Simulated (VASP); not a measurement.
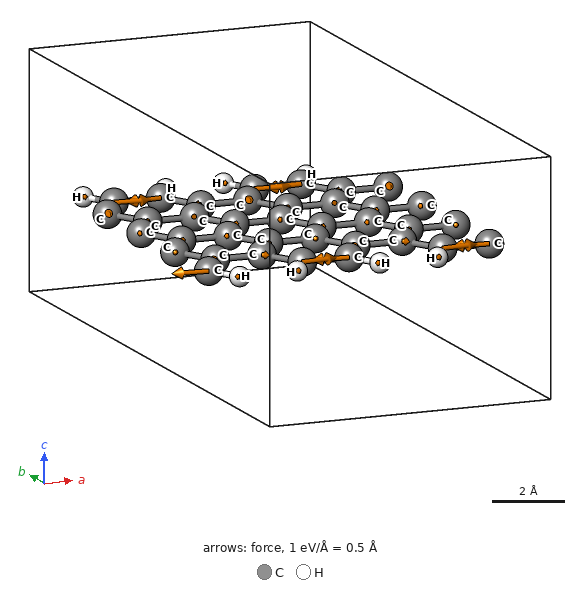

Starting geometry of a slab of composition HC4 with the computed forces as orange arrows. Style: ball-and-stick. Shown: the 2 repeat of the cell, with the vacuum cut short, from a free direction.

The run lets the atoms move in a fixed cell.

All numbers below come from Kohn-Sham DFT of a periodic cell, PBE, VASP PAW PBE potentials, recommended in VASP 6.6.1.

Input file:
```
SYSTEM = HC4
PREC = Accurate ; ENCUT = 500
EDIFF = 1E-6 ; ISMEAR = 0
SIGMA = 0.05 ; LREAL = .FALSE.
LASPH = .TRUE. ; NELM = 60
ALGO = Fast ; ISIF = 2
LWAVE = .FALSE. ; LCHARG = .FALSE.
GGA = PE ; IBRION = 2
NSW = 40 ; EDIFFG = -0.01
```

Command:
```bash
cat potpaw_PBE.64/C/POTCAR potpaw_PBE.64/H/POTCAR > POTCAR
mpirun -np 1 vasp_std > vasp.out
```

Q: Is this structure relaxed? If not, where do the atoms go?

A: It isn't relaxed: the largest force vector, on C atoms, is 2.22 eV/Å. The final displacements follow the starting forces only in part (cosine between the two patterns 0.57). Over 23 geometry steps the energy falls by 0.180 eV per cell of the calculation. Largest force component: 2.2 eV/Å at the start, 0.0059 eV/Å at the end. The largest moves relative to the layer's centre, 0.056 Å, are those of H atoms. Largest moves by element: H 0.056 Å, C 0.028 Å. The cell stays as it was. Near-neighbour distances that change, for instance: C–C 1.420 → 1.364 Å, C–C 1.420 → 1.428 Å. At step 1 the optimiser overshot: the energy rose above the start, and later steps came back.
